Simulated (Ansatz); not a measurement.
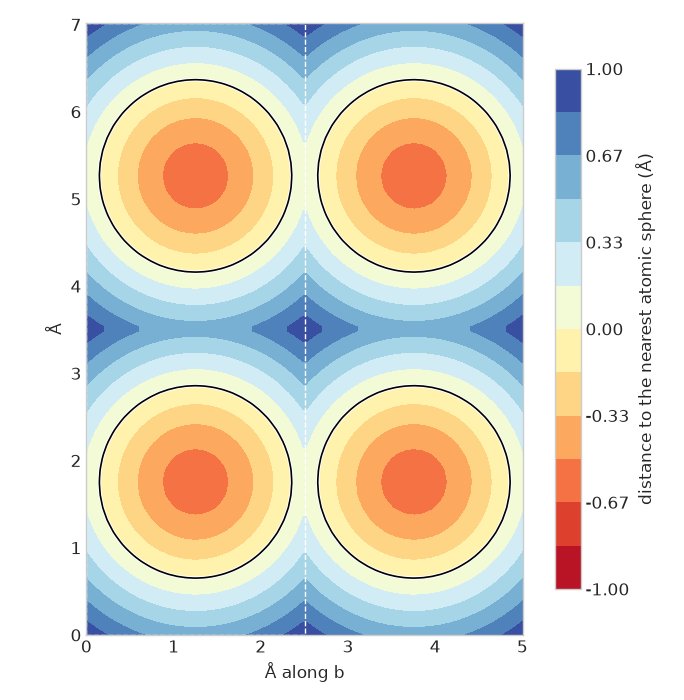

Map of the distance to the nearest atomic sphere in BN in space group P6_3/mmc, computed on the section x = 0.000 (parallel to b and c; the dashed line is one cell). The black line marks the spheres' surfaces; positive values are empty space; unlabelled circles belong to atoms above or below the section.

The atoms' radii are Shannon crystal radii (six-coordinate where tabulated): B 0.41 Å, N 1.32 Å.

The cell is taken from the end point of a relaxation with DFT PBEsol, scalar-relativistic, plane waves, PAW (Ansatz).

```yaml
crystal:
  lattice:
    - [2.50435, 0.00000, 0.00000]
    - [-1.25217, 2.16883, 0.00000]
    - [0.00000, 0.00000, 7.01909]
  atoms:
    - { symbol: B, position: [0.33333, 0.66667, 0.25000] }
    - { symbol: B, position: [0.66667, 0.33333, 0.75000] }
    - { symbol: N, position: [0.33333, 0.66667, 0.75000] }
    - { symbol: N, position: [0.66667, 0.33333, 0.25000] }
```

Where is the largest hole in this section, and how large is it?

At 0.000, 0.000, 0.000 (fractional), where the distance reaches 0.95 Å; it is enclosed by 6 N in a distorted octahedral arrangement. It is the largest hole of the crystal.

How much of the crystal lies outside the spheres?

About 50 % of the cell's volume, and 57 % of this section's area.

What can pass through?

The largest sphere that fits anywhere has a diameter of 1.91 Å; the largest that can travel through the crystal, about 1.4 Å.
